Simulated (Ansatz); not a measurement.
**Single-point calculation of LiNbO₃ (part 1 of 2)**

- system: LiNbO₃ (40 atoms in the cell)
- method: DFT PBE, scalar-relativistic, plane waves, PAW, no spin polarisation (Ansatz 0.2.0)

The structure derives from an entry of the Crystallography Open Database. Figures and captions count atoms from 1; the log counts them from 0 in places.

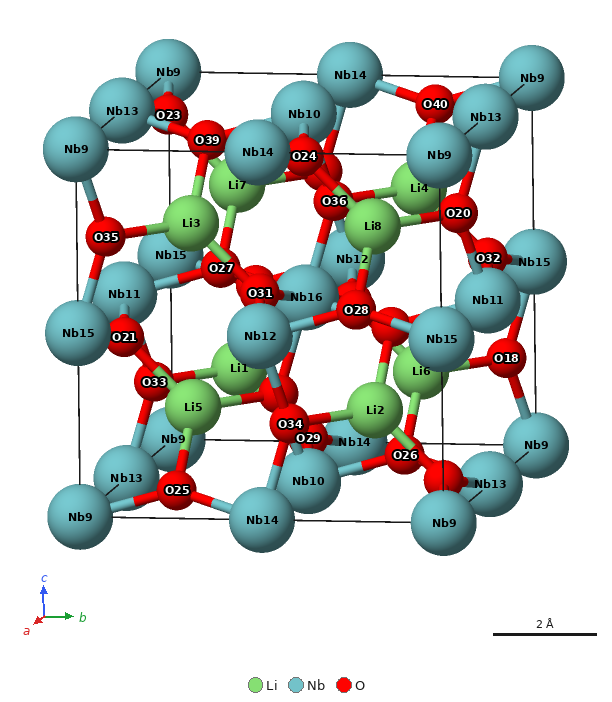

**Figure 1.** The structure (ball-and-stick view of the cell of the calculation, seen slightly off an axis; atoms are numbered from 1 in the order of the input). An atom can appear more than once, as a periodic image.

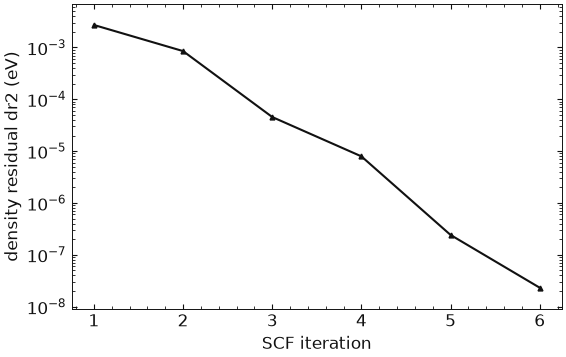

**Figure 2.** Convergence of the self-consistent field: density residual dr2 against the SCF iteration. The residual falls at every step.

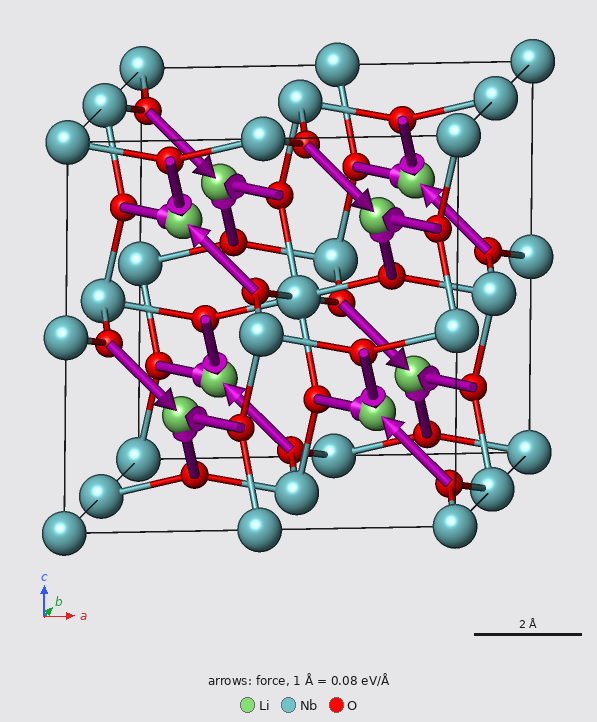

**Figure 3.** Forces on the atoms as pink arrows (ball-and-stick view of the cell of the calculation, seen slightly off an axis). The largest act on all 24 O atoms (0.15 eV/Å). Atoms are counted from 1 in the order of the input and aren't labelled in the picture. The geometry is not a stationary point of this energy.

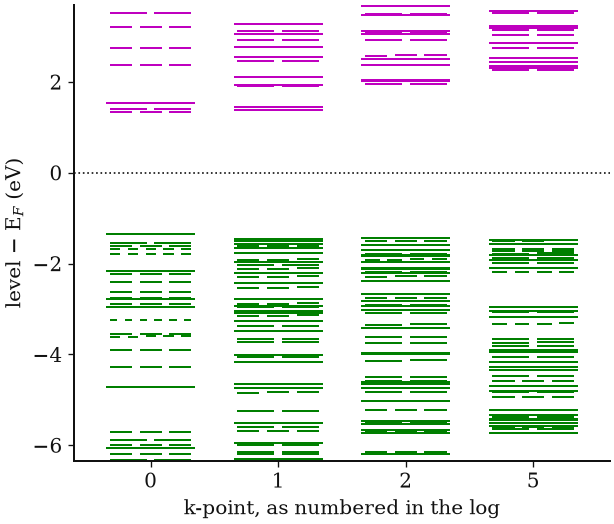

**Figure 4.** Kohn–Sham levels near the Fermi level (dotted) at the few k-points that the log prints; levels within 0.02 eV of each other stand side by side. Among these points the highest filled and lowest empty levels are 2.68 eV apart, which is the gap on the mesh.

These pictures come from the run below.

### Input file
```yaml
crystal:
  lattice:
    - [-5.1378, -2.96631, 4.499567]
    - [5.1378, -2.96631, 4.499567]
    - [0.0, 5.93262, 4.499567]
  atoms:
    - { symbol: Li, position: [0.25, 0.25, 0.25] }
    - { symbol: Li, position: [0.75, 0.75, 0.25] }
    - { symbol: Li, position: [0.75, 0.25, 0.75] }
    - { symbol: Li, position: [0.25, 0.75, 0.75] }
    - { symbol: Li, position: [0.75, 0.25, 0.25] }
    - { symbol: Li, position: [0.25, 0.75, 0.25] }
    - { symbol: Li, position: [0.25, 0.25, 0.75] }
    - { symbol: Li, position: [0.75, 0.75, 0.75] }
    - { symbol: Nb, position: [0.0, 0.0, 0.0] }
    - { symbol: Nb, position: [0.5, 0.5, 0.0] }
    - { symbol: Nb, position: [0.5, 0.0, 0.5] }
    - { symbol: Nb, position: [0.0, 0.5, 0.5] }
    - { symbol: Nb, position: [0.5, 0.0, 0.0] }
    - { symbol: Nb, position: [0.0, 0.5, 0.0] }
    - { symbol: Nb, position: [0.0, 0.0, 0.5] }
    - { symbol: Nb, position: [0.5, 0.5, 0.5] }
    - { symbol: O, position: [0.562825, 0.437175, 0.25] }
    - { symbol: O, position: [0.062825, 0.937175, 0.25] }
    - { symbol: O, position: [0.062825, 0.437175, 0.75] }
    - { symbol: O, position: [0.562825, 0.937175, 0.75] }
    - { symbol: O, position: [0.75, 0.062825, 0.437175] }
    - { symbol: O, position: [0.25, 0.562825, 0.437175] }
    - { symbol: O, position: [0.25, 0.062825, 0.937175] }
    - { symbol: O, position: [0.75, 0.562825, 0.937175] }
    - { symbol: O, position: [0.937175, 0.25, 0.062825] }
    - { symbol: O, position: [0.437175, 0.75, 0.062825] }
    - { symbol: O, position: [0.437175, 0.25, 0.562825] }
    - { symbol: O, position: [0.937175, 0.75, 0.562825] }
    - { symbol: O, position: [0.25, 0.437175, 0.062825] }
    - { symbol: O, position: [0.75, 0.937175, 0.062825] }
    - { symbol: O, position: [0.75, 0.437175, 0.562825] }
    - { symbol: O, position: [0.25, 0.937175, 0.562825] }
    - { symbol: O, position: [0.437175, 0.062825, 0.25] }
    - { symbol: O, position: [0.937175, 0.562825, 0.25] }
    - { symbol: O, position: [0.937175, 0.062825, 0.75] }
    - { symbol: O, position: [0.437175, 0.562825, 0.75] }
    - { symbol: O, position: [0.062825, 0.25, 0.437175] }
    - { symbol: O, position: [0.562825, 0.75, 0.437175] }
    - { symbol: O, position: [0.562825, 0.25, 0.937175] }
    - { symbol: O, position: [0.062825, 0.75, 0.937175] }
basis:
  ecutwfc: 420
  fft_grid_basis: typed
kpoints:
  mp_grid: { grid: [3, 3, 3] }
hamiltonian:
  xc: pbe
  pseudopotentials: { kind: paw }
scf:
  occupations: { method: gaussian, width: 0.05 }
output:
  forces: true
  stress: false
  eigenvalues: true
  bader: false
  write_density: true
  volumetric_format: npy
```

Launch command:
```bash
ansatz run input.yaml --threads 4 --pin off --max-ram 10240MiB --backend cpu --events-out ev --progress --plain --runs-dir out
```

### What the program printed
```
Engine: ansatz 0.2.0, aarch64-unknown-linux-gnu
Pseudopotentials: kind: paw
Pseudopotential: Li, paw, valence charge 3, recommended cutoff 420 eV (normal), Li.paw.azcp
Pseudopotential: Nb, paw, valence charge 13, recommended cutoff 420 eV (normal), Nb.paw.azcp
Pseudopotential: O, paw, valence charge 6, recommended cutoff 420 eV (normal), O.paw.azcp
Functional definition: PBE
  parameter kappa = 0.804
  parameter beta = 0.06672455060314922
  exchange = pbe_x(kappa = kappa, mu = beta*pi^2/3)
  correlation = pbe_c(beta = beta)
Crystal: 40 atoms, lattice volume = 411.449 Å³
Basis set: ecut = 420 eV, 8037 PW (Γ), exchange–correlation on 100×100×100 points (8 copies of the dense FFT grid, shifted against one another)
Bands: 176, of which v1, the nominal top of the filled ones, is band 136 counted from 1 (135 counted from 0)
Symmetry: 48 space group operations
Space group: R-3c (ITA 167), of the structure as read, at distance tolerance 7.4e-5 Å
k-points: 6 of 27
Non-local potential: Li, projectors of the file, l = 0: 3, l = 1: 2, l = 2: 1
Non-local potential: Nb, projectors of the file, l = 0: 3, l = 1: 2, l = 2: 2, l = 3: 1
Non-local potential: O, projectors of the file, l = 0: 2, l = 1: 2, l = 2: 1
PAW form: soft (Blöchl's): semilocal exchange-correlation on the pseudo side does not see the compensation charge
PAW one-centre angular grid: Li, 110 points (default); XC on 64 Gauss nodes
PAW one-centre angular grid: Nb, 590 points (default); XC on 64 Gauss nodes
PAW one-centre angular grid: O, 110 points (default); XC on 64 Gauss nodes
Initial density: superposition of atomic densities (neutral atoms: chi_scale 0, normalization atom), corrected by the library's trained network
Initial wavefunctions: pseudopotential atomic-orbital guess
Functional: x = pbe(κ = 0.804, μ = 0.2195149727645171), c = pbe(β = 0.06672455060314922)
SCF iter   1: F=—  HF=-51716.069723 eV  |F-HF|=—  |Δ(HF+E_count)|=         —  Δρ=1.46e-3  dr2=2.72e-3  ethr=1.77e-3  ⟨swp⟩=5.5  Hψ=4142  notcnv=0  defer=47
preconditioner: auto → Resta (q_TF=auto, 2.546 Å⁻¹)  ε∞=5.6  [insulator: Δε(μ)=2.685 eV  Ē_g=11.812 eV  σ=0.050 eV  W_gap=1.00  n_scr=110 (ndim 8)  ℏωp=25.4 eV  f_vac=0.006  D(μ)=0.00/eV (n_scr^D=0)  ε∞_Penn≈5.6]
SCF iter   2: F=—  HF=-51716.073625 eV  |F-HF|=—  |Δ(HF+E_count)|=   3.90e-3  Δρ=7.59e-4  dr2=8.52e-4  ethr=9.99e-7  ⟨swp⟩=2.0  Hψ=1898  notcnv=0  defer=81
SCF iter   3: F=—  HF=-51716.075444 eV  |F-HF|=—  |Δ(HF+E_count)|=   1.82e-3  Δρ=9.59e-5  dr2=4.55e-5  ethr=3.13e-7  ⟨swp⟩=2.0  Hψ=1436  notcnv=0  defer=7
automatic band count: iteration 3 solves 158 bands in place of 176: the levels show a gap, and the empty bands left out lie too high to hold charge; the band table lists the bands solved (type scf.n_extra_bands for more)
SCF iter   4: F=—  HF=-51716.074151 eV  |F-HF|=—  |Δ(HF+E_count)|=   1.29e-3  Δρ=3.80e-5  dr2=7.92e-6  ethr=1.67e-8  ⟨swp⟩=2.0  Hψ=1256  notcnv=0  defer=7
SCF iter   5: F=—  HF=-51716.074155 eV  |F-HF|=—  |Δ(HF+E_count)|=   4.49e-6  Δρ=9.01e-6  dr2=2.41e-7  ethr=2.91e-9  ⟨swp⟩=2.0  Hψ=1277  notcnv=0  defer=7
SCF iter   6: F=-51716.074155 eV  HF=-51716.074155 eV  |F-HF|=3.09e-8  |Δ(HF+E_count)|=   2.70e-7  Δρ=3.14e-6  dr2=2.31e-8  ethr=3.68e-11  ⟨swp⟩=7.7  Hψ=3490  notcnv=0
SCF 1 converged in 6 iterations: F = -51716.074155 eV  dr2 = 2.31e-8
  greatest PAW one-centre occupation: 1.000 electrons in one spin orbital (limit 2), on the Li atom at site 7 (counted from 0), in its partial waves of l = 0
SCF converged after 6 iterations
Free energy (F): -51716.074155 eV
Harris-Foulkes:  -51716.074155 eV  (|F-HF|=3.09e-8)
Internal energy: -51716.074155 eV  (E = F + TS)
E sigma→0 (E₀):  -51716.074155 eV
Fermi energy:    9.190924 eV
--- Per-component energies (eV) ---
  E_band       = -1970.399360
  E_kinetic    = 7574.632439
  E_local      = -16749.068162  (includes V_loc(G=0)·N_el)
  E_nonlocal   = 1796.603214
  E_hartree    = 5655.075837
  E_xc         = -3279.659530
  E_vxc        = -4097.335372  (∫ρ·V_xc dr)
  E_paw        = -28538.134530  (= ΣΔE_a)
  E_vpaw       = -1805.451037  (= ΣTr[D̂ρ^β])
  E_aug_tail   = 0.058548  (compensation charges beyond the density's cutoff)
  E_ewald      = -18175.581970
  E_smearing   = -0.000000  (= −TS)
  E_closure    = 0.000000  (closes the sum)
  Σ components = -51716.074155   (vs F -51716.074155, Δ=0.00e0)
--- Forces (eV/Å), atoms counted from 1 ---
  atom   1  Li     0.00000000     0.00000000     0.00000000
  atom   2  Li     0.00000000    -0.00000000     0.00000000
  atom   3  Li     0.00000000     0.00000000    -0.00000000
  atom   4  Li     0.00000000     0.00000000    -0.00000000
  atom   5  Li    -0.00000000     0.00000000     0.00000000
  atom   6  Li    -0.00000000    -0.00000000     0.00000000
  atom   7  Li    -0.00000000    -0.00000000    -0.00000000
  atom   8  Li    -0.00000000     0.00000000     0.00000000
  atom   9  Nb     0.00000000    -0.00000000    -0.00000000
  atom  10  Nb    -0.00000000    -0.00000000     0.00000000
  atom  11  Nb     0.00000000     0.00000000    -0.00000000
  atom  12  Nb     0.00000000    -0.00000000    -0.00000000
  atom  13  Nb    -0.00000000     0.00000000     0.00000000
  atom  14  Nb     0.00000000    -0.00000000     0.00000000
  atom  15  Nb    -0.00000000     0.00000000     0.00000000
  atom  16  Nb    -0.00000000     0.00000000    -0.00000000
  atom  17  O     -0.14530947     0.00000000     0.00000000
  atom  18  O     -0.14530947    -0.00000000    -0.00000000
  atom  19  O     -0.14530947    -0.00000000     0.00000000
  atom  20  O     -0.14530947    -0.00000000     0.00000000
  atom  21  O      0.07265474    -0.12584169    -0.00000000
  atom  22  O      0.07265474    -0.12584169     0.00000000
  atom  23  O      0.07265474    -0.12584169     0.00000000
  atom  24  O      0.07265474    -0.12584169    -0.00000000
  atom  25  O      0.07265474     0.12584169    -0.00000000
  atom  26  O      0.07265474     0.12584169     0.00000000
  atom  27  O      0.07265474     0.12584169     0.00000000
  atom  28  O      0.07265474     0.12584169    -0.00000000
  atom  29  O     -0.07265474     0.12584169     0.00000000
  atom  30  O     -0.07265474     0.12584169    -0.00000000
  atom  31  O     -0.07265474     0.12584169    -0.00000000
  atom  32  O     -0.07265474     0.12584169     0.00000000
  atom  33  O      0.14530947     0.00000000     0.00000000
  atom  34  O      0.14530947     0.00000000     0.00000000
  atom  35  O      0.14530947     0.00000000    -0.00000000
  atom  36  O      0.14530947     0.00000000    -0.00000000
  atom  37  O     -0.07265474    -0.12584169     0.00000000
  atom  38  O     -0.07265474    -0.12584169     0.00000000
  atom  39  O     -0.07265474    -0.12584169    -0.00000000
  atom  40  O     -0.07265474    -0.12584169     0.00000000
  max |Σ_I F_I| component: 3.33e-16 eV/Å
--- Band table (eV; the first three rows and the last of 6) ---
```
